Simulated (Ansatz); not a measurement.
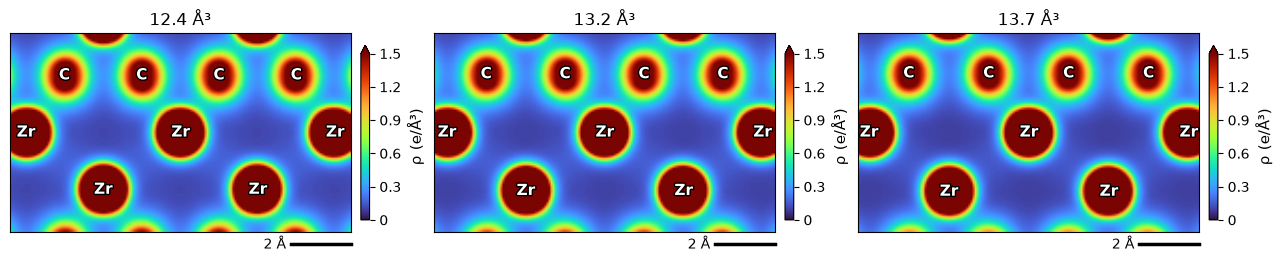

ZrC. The valence pseudo-density of cells scaled evenly to different volumes (given per atom above each panel), on the (110) plane of each (indices in the axes of the cell below), at one length scale and on one colour scale.

A structure from a database of computed crystals, not necessarily the ambient phase.

Theory: Ansatz, Kohn-Sham DFT of a periodic cell, r2SCAN, Ansatz PAW.

The largest cell:

```yaml
crystal:
  lattice:
    - [3.43611, 0.00000, 0.00000]
    - [-1.71805, 2.97576, 0.00000]
    - [0.00000, 0.00000, 5.35967]
  atoms:
    - { symbol: Zr, position: [0.66667, 0.33333, 0.75000] }
    - { symbol: Zr, position: [0.33333, 0.66667, 0.25000] }
    - { symbol: C, position: [0.00000, 0.00000, 0.50000] }
    - { symbol: C, position: [0.00000, 0.00000, 0.00000] }
```

| volume (Å³/atom) | Zr–C contact in the plane (Å) | ρ at its midpoint (e/Å³) | pressure (GPa) | 
| --- | --- | --- | --- |
| 12.38 | 2.315 | 0.472 | 13.0 | 
| 13.17 | 2.363 | 0.430 | −2.3 | 
| 13.44 | 2.378 | ? | ? | 
| 13.70 | 2.394 | 0.406 | −10.1 | 

> What values belong in the row with question marks?

Over the known rows ln ρ falls by 1.91 per Å of Zr–C distance (a least-squares line), which gives 0.418 e/Å³ at 2.378 Å; the calculation gives 0.418 e/Å³. For the pressure, a straight line in volume between the neighbouring rows gives −6.3 GPa; the calculation gives −6.4.
